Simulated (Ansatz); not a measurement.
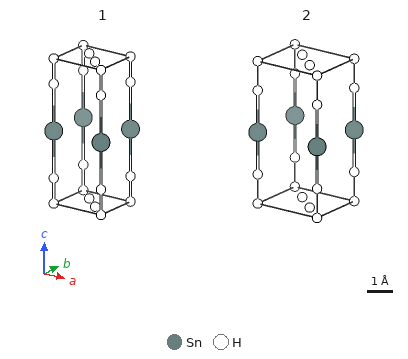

Two geometries of crystalline SnH$_{5}$ (a generated structure, set up in P6/mmm) (coarse preliminary run), drawn at one scale. One is the start of a relaxation, the other its converged end. Style: ball-and-stick. Shown: the cell of the calculation, slightly off an axis.

Theory: Ansatz, DFT PBE, scalar-relativistic, plane waves, PAW. Set-up: plane-wave cutoff 420 eV; k-point mesh 6 × 6 × 4; occupations gaussian; smearing width 0.1 eV; no spin polarisation; cell and atoms relaxed; force threshold 0.04 eV/Å; at most 70 steps.

**Which geometry has the lower energy?**

Structure 1 is the relaxed one. The largest moves relative to the cell, 0.18 Å, are those of H atoms. Sn stays in place. The volume changes by −35.5 %, with a = b 3.943 → 3.137 Å (−20.5 %), c 5.868 → 5.978 Å (+1.9 %). Among the contacts that change: H–Sn 1.731 → 1.943 Å, H–H 1.203 → 1.046 Å. The space group stays P6/mmm (No. 191). The energy falls by 1.604 eV per cell of the calculation in 8 accepted moves (9 points after the start). Largest force component: 2.5 eV/Å at the start, 0.012 eV/Å at the end. Pressure: −4.93 GPa at the start and −0.25 GPa at the end. At 1 point the geometry stayed and the basis and grid were re-selected for the new cell (energy shift of 8.0 meV per cell of the calculation at most each time).
